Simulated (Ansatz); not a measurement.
# Calculations on TiCo

Part 1: Relaxation

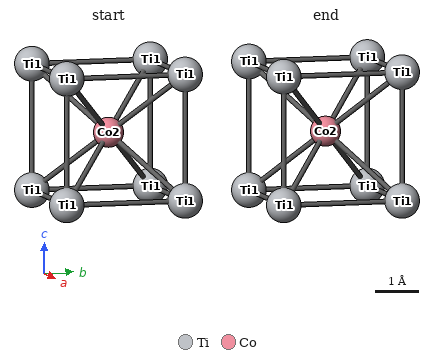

The structure of crystalline TiCo (set up in P4/mmm) before (left) and after (right) a relaxation, at one scale.

Style: ball-and-stick. Shown: the cell of the calculation, slightly off an axis.

Case: biaxial strain in the a-b plane of -2.0 %; c and atoms relaxed.

Method: DFT PBEsol, scalar-relativistic, plane waves, PAW (Ansatz 0.2.0). Set-up: plane-wave cutoff 420 eV; k-point mesh 18 × 18 × 18; occupations gaussian; smearing width 0.1 eV; collinear spin; cell relaxed at fixed a, b, gamma; force threshold 0.008 eV/Å; at most 40 steps.

> What changed between the two?

The atoms keep their places relative to the cell (all moves are under 0.005 Å). The volume changes by +1.8 %, with a = b unchanged at 2.880 Å, c 2.974 → 3.027 Å (+1.8 %). Some distances before and after: Co2–Co2 2.974 → 3.027 Å, Ti1–Ti1 2.974 → 3.027 Å, Ti1–Co2 2.521 → 2.537 Å. The space group stays P4/mmm (No. 123). After 3 accepted moves (5 points after the start) the energy has fallen by 3.1 meV per atom. All forces vanish by symmetry, so only the cell relaxes. Pressure: 5.53 GPa at the start and 1.78 GPa at the end. At 2 points the geometry stayed and the basis and grid were re-selected for the new cell (energy shift of 0.2 meV per atom at most each time).

Part 2: Relaxation

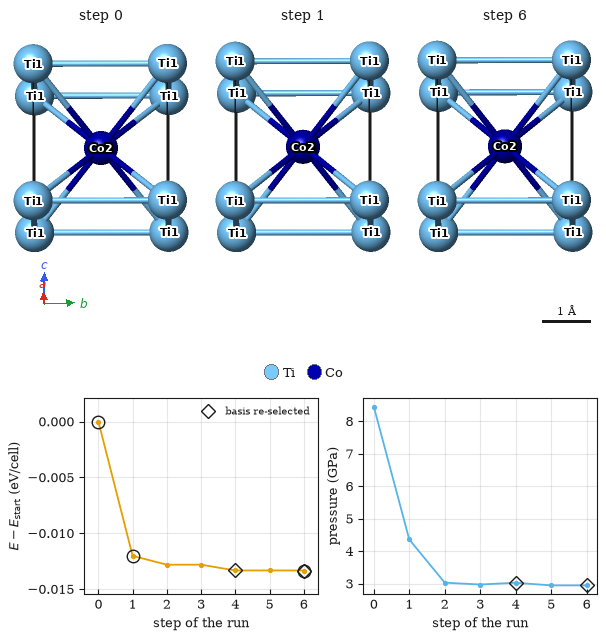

Frames of a relaxation of solid TiCo (set up in P4/mmm), marked on the history of the run. A ball-and-stick model of the cell of the calculation, seen from a free direction.

Case: biaxial strain in the a-b plane of -3.0 %; c and atoms relaxed.

Theory: DFT PBEsol, scalar-relativistic, plane waves, PAW (Ansatz). (plane-wave cutoff 420 eV; k-point mesh 18 × 18 × 18; occupations gaussian; smearing width 0.1 eV; collinear spin; cell relaxed at fixed a, b, gamma; force threshold 0.008 eV/Å; at most 40 steps)

### What happens along the run?

The atoms keep their places relative to the cell (all moves are under 0.005 Å). The volume changes by +2.5 %, with a = b unchanged at 2.850 Å, c 2.991 → 3.067 Å (+2.5 %). Some distances before and after: Ti1–Ti1 2.991 → 3.067 Å, Ti1–Co2 2.510 → 2.533 Å. The space group stays P4/mmm (No. 123). After 4 accepted moves (6 points after the start) the energy has fallen by 13.3 meV per cell of the calculation. All forces vanish by symmetry, so only the cell relaxes. The pressure goes from 8.45 to 2.95 GPa. The SCF was repeated twice at an unchanged geometry on a basis and grid sized afresh for the cell, which shifted the energy by 0.5 meV per cell of the calculation at most. From step 0 to 1: volume +1.8 %, energy −12.0 meV per cell of the calculation. From step 1 to 6: volume +0.7 %, energy −1.3 meV per cell of the calculation.

Part 3: A change

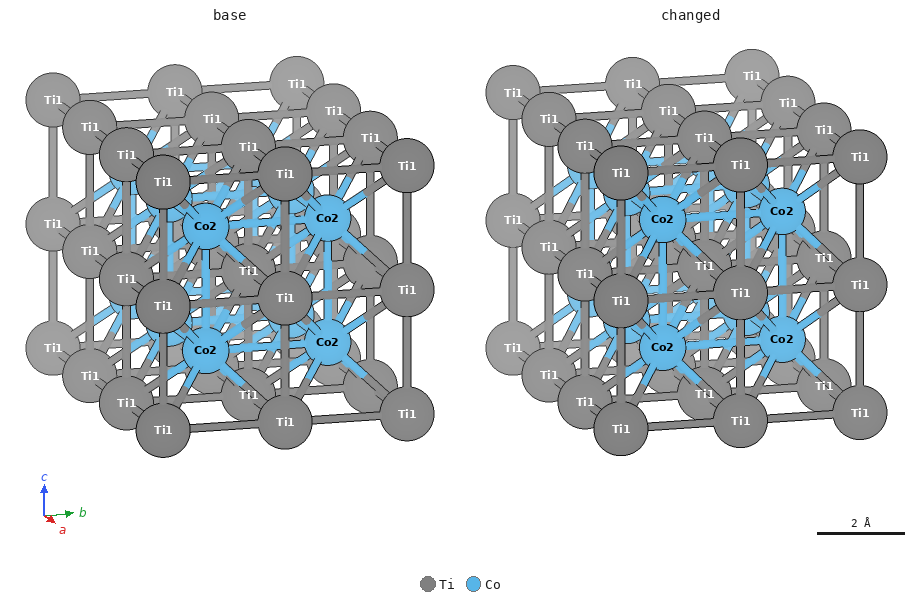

Left: solid TiCo (set up in Pm-3m). Right: the same structure after one change, at the same scale. Style: ball-and-stick. Shown: the cell of the calculation, repeated 3 × 2 × 2 with one cell outlined, slightly off an axis.

All numbers below come from Ansatz 0.2.0, DFT PBEsol, scalar-relativistic, plane waves, PAW. (plane-wave cutoff 420 eV; k-point mesh 18 × 18 × 18; occupations gaussian; smearing width 0.1 eV; collinear spin)

### What distinguishes the right structure from the left one?

Biaxial strain in the a–b plane, −2.0 %, is applied. The c axis and the atoms are relaxed.

### How do the computed properties respond?

The volume changes by −1.1 %, with a = b 2.939 → 2.880 Å (−2.0 %), c 2.939 → 3.027 Å (+3.0 %). The atoms keep their places relative to the cell (all moves are under 0.005 Å). Near-neighbour distances before and after: Ti–Ti 2.939 → 2.880 to 3.027 Å, Co–Co 2.939 → 2.880 to 3.027 Å, Co–Ti 2.545 → 2.537 Å. The space group (tolerance 0.01 Å) goes from Pm-3m (No. 221) to P4/mmm (No. 123). Energy change: +5.4 meV per atom. Pressure: 0.5 GPa before, 1.8 GPa after. The principal stresses (compression positive) are 0.0 GPa along c and 2.7 GPa across it. The absolute magnetisation per cell goes from 0.85 to 0.61 μB (net moment 0.74 and 0.51 μB).

Part 4: Series

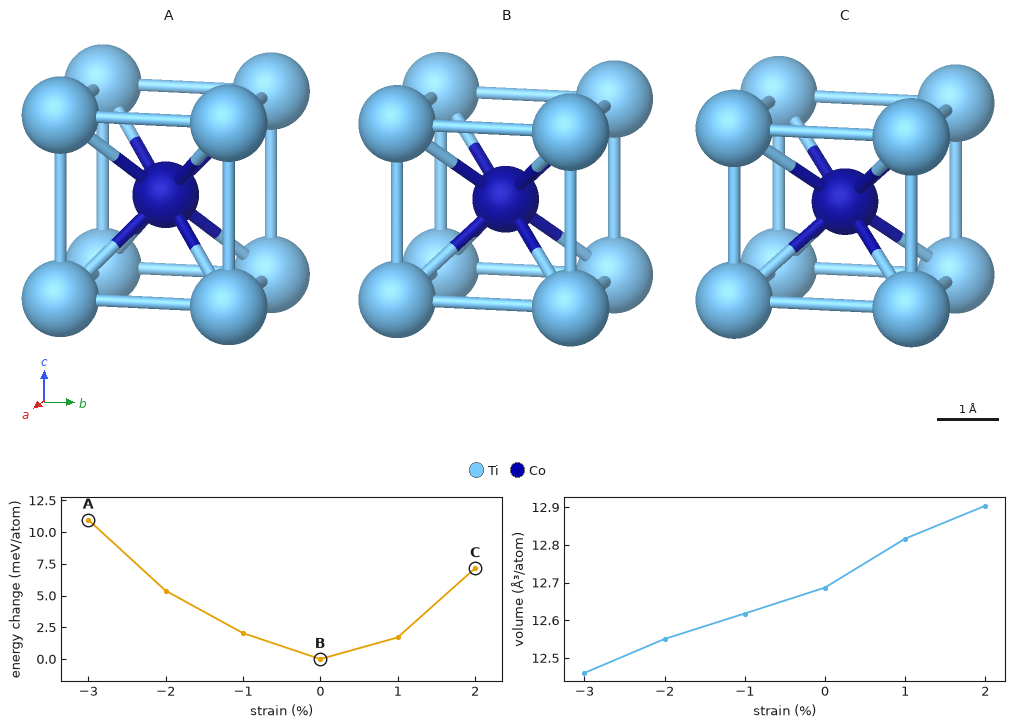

Members of a series of calculations on solid TiCo (set up in Pm-3m), marked on the first curve. A ball-and-stick model of the cell of the calculation, seen slightly off an axis.

These are results of DFT PBEsol, scalar-relativistic, plane waves, PAW (Ansatz 0.2.0), not measurements. Set-up: plane-wave cutoff 420 eV; k-point mesh 18 × 18 × 18; occupations gaussian; smearing width 0.1 eV; collinear spin.

Which kind of strain is it, and how does the structure respond?

Biaxial strain in the a–b plane, c and atoms relaxed. A (strain −3.0 %): energy change 11.0 meV/atom, volume 12.46 Å³ per atom. B (strain 0.0 %): energy change 0.0 meV/atom, volume 12.69 Å³ per atom. C (strain 2.0 %): energy change 7.2 meV/atom, volume 12.90 Å³ per atom. The rest compares A with C. Cell: a = b 2.850 → 2.997 Å (+5.2 %), c 3.067 → 2.873 Å (−6.3 %). Volume +3.6 %. Among the bonded contacts that change: Ti–Ti 3.067 → 2.873 Å, Co–Co 3.067 → 2.873 Å, Ti–Ti 2.850 → 2.997 Å.
